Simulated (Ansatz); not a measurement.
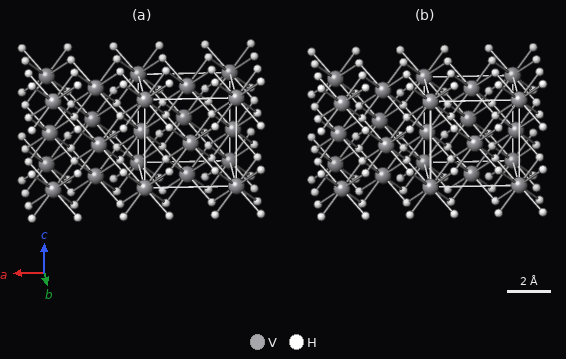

The structure of crystalline VH2 (set up in Fm-3m) (coarse preliminary run) before (left) and after (right) a relaxation, at one scale.

Style: ball-and-stick. Shown: the conventional cell (4 times the calculation's cell), repeated 2 × 1 × 1 with one cell outlined, from a free direction. Lengths and directions refer to the drawn axes.

Level of theory: DFT LDA, scalar-relativistic, plane waves, PAW (Ansatz 0.2.0). (plane-wave cutoff 420 eV; k-point mesh 8 × 8 × 8; occupations gaussian; smearing width 0.1 eV; no spin polarisation; cell and atoms relaxed; force threshold 0.05 eV/Å; at most 80 steps)

What changed between the two?

Over 3 accepted moves (5 points after the start) the energy falls by 32.7 meV per atom. All forces vanish by symmetry, so only the cell relaxes. The pressure goes from −16.04 to −0.01 GPa. At 2 points the geometry stayed and the basis and grid were re-selected for the new cell (energy shift of 0.7 meV per atom at most each time). No atom moves by more than 0.005 Å relative to the cell. Cell: a = b = c 4.271 → 4.135 Å (−3.2 %). Volume −9.3 %. Among the contacts that change: V–V 3.020 → 2.924 Å, H–V 1.849 → 1.790 Å. The space group stays Fm-3m (No. 225). Cost: 3.9 s on 1 thread of Arm Neoverse V1, on a shared host, peak memory 0.26 GiB.
